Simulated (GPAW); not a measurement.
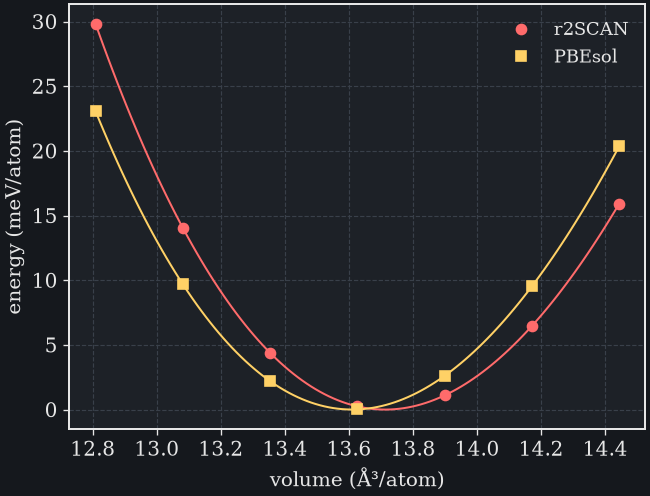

The picture above shows the energy against volume, with one curve for each functional, for BAs (space group F-43m).

How it was computed, with GPAW 26.7.0: PAW DFT in plane waves, on a grid or in atomic orbitals, no spin polarisation; energies at scaled volumes of the given cell, shape and fractions fixed, counted from the fit's minimum, third-order Birch-Murnaghan fit. All runs: no spin polarisation.

| setting | value |
| --- | --- |
| k mesh | 10×10×10 |
| occupations | Fermi–Dirac |
| smearing width | 0.05 eV |
| wave cutoff | 800 eV |

Settings that differ: r2SCAN: potentials GPAW-PAW-data-sets-(gpaw-data-1.2.1); PBEsol: potentials PAW-data-sets-made-by gpaw-setup-for-the-functional.

> Order the curves by fitted equilibrium volume, smallest first.

PBEsol 13.610, r2SCAN 13.713 Å³/atom.
